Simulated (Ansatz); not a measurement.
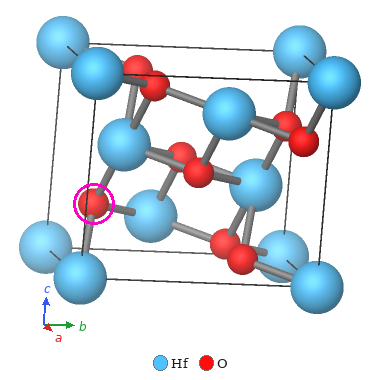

The system is HfO₂ (Fm-3m phase) with one O vacancy (14 atoms in the cell, cell charge +2); the picture shows the reference structure. An atom moved over a plane that holds its own site and a neighbouring vacancy (x along [−1 −3 0], y along [3 −1 0], z along [0 0 1] of the conventional cell). The first coordinate is: path of O12 from its site (0) to the vacancy (1), 2.522 Å; the second: shift of O12 across the path, along x. Nothing is relaxed (all other atoms held at the sites of the perfect crystal). Grid: 11 × 9 points; 28 points were computed and 69 follow by symmetry. At 2 points there is no value (left out of the scan, as a rule where atoms come close). Points are written as (first, second). Energies: eV per cell, counted from the lowest grid point. The band gap closes in part of the range. The cell is charged on a uniform background, without a charge correction. The calculation used DFT PBEsol, scalar-relativistic, plane waves, PAW (Ansatz 0.2.0). Settings: cutoff 420 eV, k-mesh 4×4×4, gaussian smearing 0.05 eV, no spin polarisation.

Range: path of O12 from its site (0) to the vacancy (1), 2.522 Å from −0.125 to 1.125; shift of O12 across the path, along x from −0.500 to 0.500 Å.

Predict the map.

The lowest grid point is at (0.000, 0.000 Å) [nearest 4 Hf at 2.18 Å]; the map holds 2 wells of about this depth. No other kind of well shows on this grid. The highest grid point, (0.375, −0.500 Å) [nearest 1 Hf at 1.51 Å], lies 6.28 eV above the lowest. On the interpolated surface the easiest way out of the lowest well to a well of about the same depth near (1.000, 0.000 Å) [nearest 4 Hf at 2.18 Å] passes a barrier of about 1.9 eV.

```
second ↓, first →  −0.125  0.000  0.125  0.250  0.375  0.500  0.625  0.750  0.875  1.000  1.125
            0.500    2.45   1.84   2.43   4.14   6.28      –   6.28   4.14   2.43   1.84   2.45
            0.375    1.47   1.03   1.46   2.69   4.21   4.93   4.21   2.69   1.46   1.03   1.47
            0.250    0.77   0.45   0.76   1.64   2.72   3.23   2.72   1.64   0.76   0.45   0.77
            0.125    0.35   0.11   0.35   1.01   1.82   2.21   1.82   1.01   0.35   0.11   0.35
            0.000    0.21   0.00   0.21   0.80   1.53   1.87   1.53   0.80   0.21   0.00   0.21
           −0.125    0.35   0.11   0.35   1.01   1.82   2.21   1.82   1.01   0.35   0.11   0.35
           −0.250    0.77   0.45   0.76   1.64   2.72   3.23   2.72   1.64   0.76   0.45   0.77
           −0.375    1.47   1.03   1.46   2.69   4.21   4.93   4.21   2.69   1.46   1.03   1.47
           −0.500    2.45   1.84   2.43   4.14   6.28      –   6.28   4.14   2.43   1.84   2.45
```

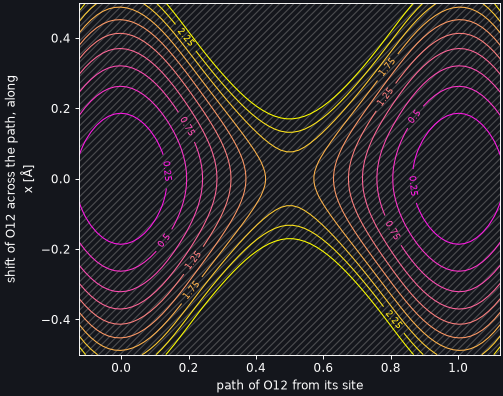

In the figure: contour lines labelled in eV (none above 2.5), hatched blanks where no value was computed. Between grid points the surface is interpolated.

Each point was launched as `ansatz run input.yaml --threads 4 --pin off --max-ram 8192MiB --backend cpu --events-out ev --progress --plain --runs-dir out`. Time for the 28 points that were run: 7 min on 4 threads of Intel(R) Xeon(R) 6975P-C (Granite Rapids), on a shared host.

PAW datasets: the set soft_1.
